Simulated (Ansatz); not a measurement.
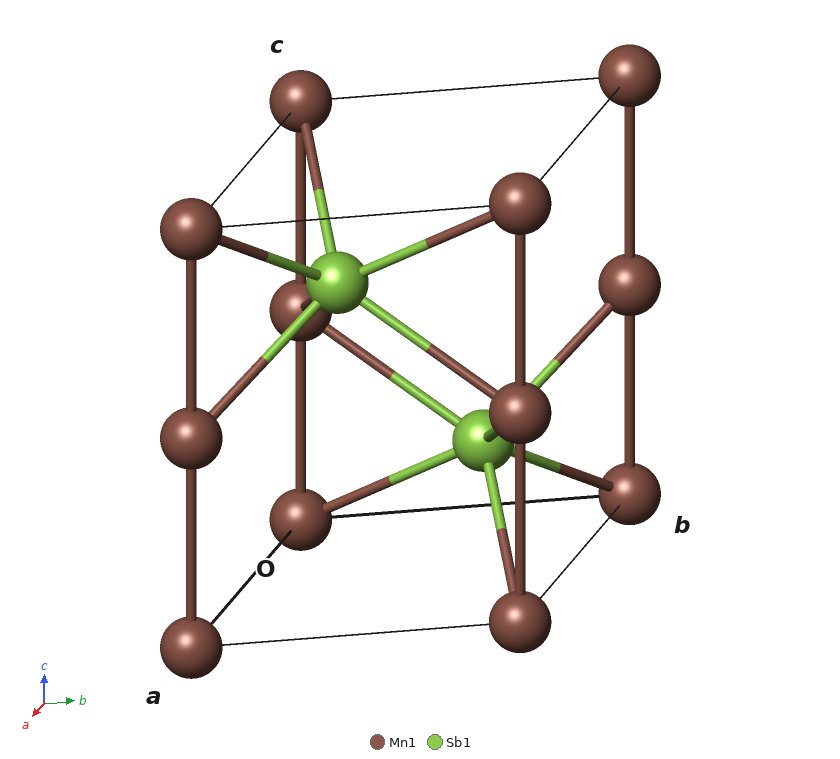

Crystal: MnSb, the geometry relaxed with DFT PBE, scalar-relativistic, plane waves, PAW (Ansatz); the starting structure was generated, so it need not be a known form of this composition. One unit cell; atoms that symmetry makes equivalent share a colour (atoms on faces, edges and corners are repeated). The drawing is computed from the coordinates (standard cell, symmetry found to 0.002 Å).

a = 4.098 Å, b = 4.098 Å, c = 5.596 Å, α = 90.00°, β = 90.00°, γ = 120.00°; space group P6_3/mmc, No. 194.

One atom of each site: Mn1 (0, 0, 0); Sb1 (1/3, 2/3, 1/4).

> Give the multiplicity, Wyckoff letter and site symmetry of each site.

```csv
site,Wyckoff,symmetry
Mn1,2a,-3m.
Sb1,2c,-6m2
```

> How many free positional parameters does the structure have?

0: Mn1 0, Sb1 0.
